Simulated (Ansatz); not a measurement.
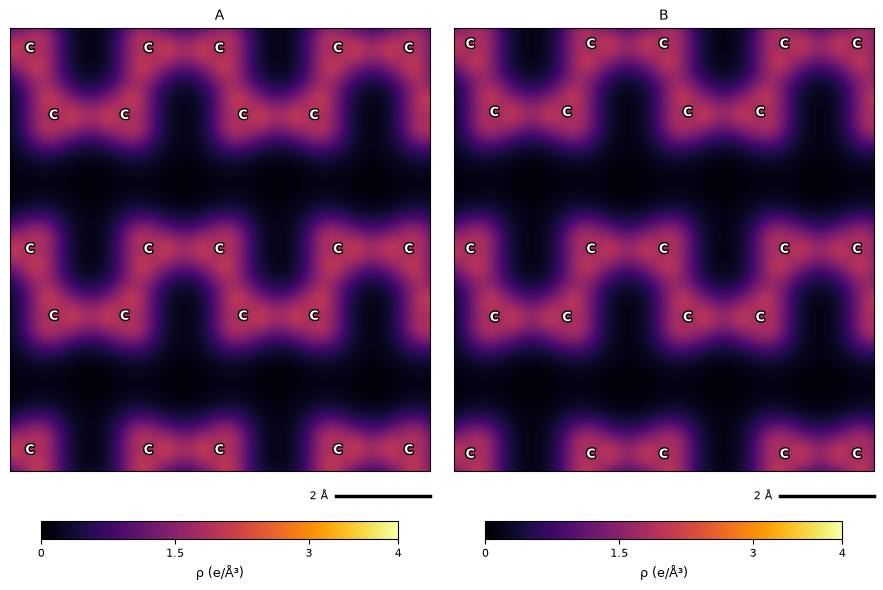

C. The valence electron density of two cells that differ in size, on the (110) plane of each (indices in the axes of the calculation cell), at one length scale and on one colour scale: B has 5.7 Å³ an atom and A 5.3.

Computed with Ansatz 0.2.0, Kohn-Sham DFT of a periodic cell, PBE, Ansatz PAW.

The density is the valence pseudo-density of a PAW calculation; it isn't the true density close to the nuclei.

What does the compression do to the bonding and the properties?

From the larger cell to the smaller, C–C goes from 1.54 to 1.51 Å, and the density at its midpoint from 1.6 to 1.7 e/Å³; the pressure goes from 3.2 to 34 GPa; the Kohn–Sham gap goes from 3.4 eV to 3.2 eV.
